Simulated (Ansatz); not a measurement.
## Electronic structure of AlGa3N4 in real space

Input file:

```
crystal:
  lattice:
    - [3.1598455348, 0.0, 0.0]
    - [0.0, 3.1598455348, 0.0]
    - [0.0, 0.0, 8.918580062]
  atoms:
    - { symbol: Al, position: [0.0, 0.0, 0.0] }
    - { symbol: "N", position: [0.0, 0.5, 0.1176249734] }
    - { symbol: Ga, position: [0.5, 0.5, 0.2459069663] }
    - { symbol: "N", position: [0.5, 0.0, 0.3730883803] }
    - { symbol: Ga, position: [0.0, 0.0, 0.5] }
    - { symbol: "N", position: [0.0, 0.5, 0.6269116197] }
    - { symbol: Ga, position: [0.5, 0.5, 0.7540930337] }
    - { symbol: "N", position: [0.5, 0.0, 0.8823750266] }
kpoints:
  mp_grid: { grid: [4, 4, 2] }
  band_path:
    path:
      - [0.0, 0.0, 0.0]
      - [0.0, 0.5, 0.0]
      - [0.5, 0.5, 0.0]
      - [0.0, 0.0, 0.5]
      - [0.0, 0.5, 0.5]
      - [0.5, 0.5, 0.5]
    npoints: 1
hamiltonian:
  xc: hse06
scf:
  occupations: { method: fixed }
  n_extra_bands: 6
output:
  forces: true
  stress: true
  eigenvalues: true
  write_density: true
  write_potential: true
  elf: true
  volumetric_format: npy
```

Launched as:

```sh
ansatz run input.yaml --threads 4 --pin off --max-ram 6451MiB --backend cpu --events-out ev --progress --plain --runs-dir out
```

Below, planes, directions and counts refer to the conventional cell (a = 3.16 Å, b = 3.16 Å, c = 8.92 Å, α = 90.00°, β = 90.00°, γ = 90.00°).

Space group P-4m2; started from the ordered alloy on zincblende lattice prototype, which need not be the ambient phase.

These are results of DFT, HSE06, plane waves, PAW (Ansatz), not measurements.

Core electrons are frozen (PAW), and the valence fields are smoothed inside the atomic spheres.

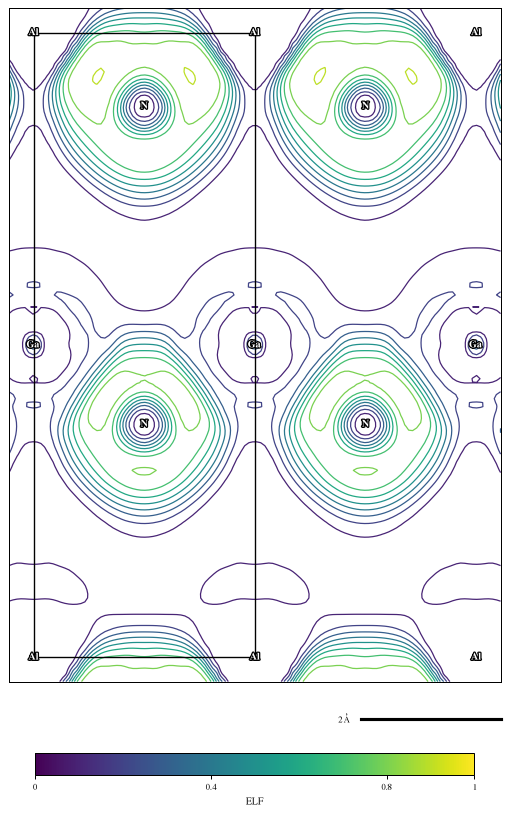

Figure 1. ELF on the (010) plane of the conventional cell.

What do the fields say about this system?

Answer. The section cuts through Al, N and Ga sites. Al–N (1.90 Å): the ELF peaks at about 0.90 between the atoms; a polar covalent bond. Ga–N (1.94 Å): the ELF peaks at about 0.85 in the valence shell of N, 0.7 Å from its nucleus, and is about 0.50 at the midpoint.

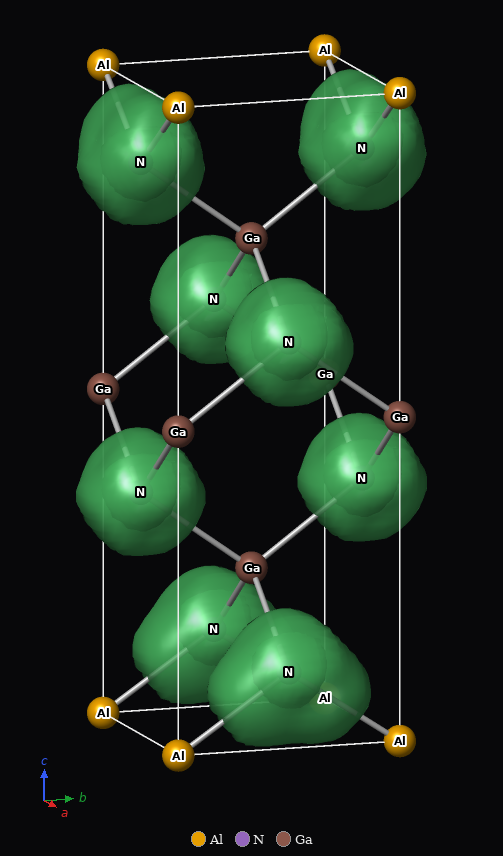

Figure 2. Isosurface of the electron localisation function at 0.75 (green), seen slightly off an axis. Only the valence region is drawn (cores and ρ < 0.01 e/Å³ removed). Sticks mark near contacts.

Describe the localisation domains.

Answer. At this value the surface marks out two regions on N in which the atom's valence shell and bonds are merged and two regions wrapped around N (the valence shell of each), counted in one cell of 8 atoms. Any copies at cell faces, edges or corners count once.

Metal or insulator at this level of theory?

Answer. It is gapped, with a Kohn–Sham gap of 3.5 eV on the k-point mesh (the band edges may lie off the mesh, which would make the gap smaller).
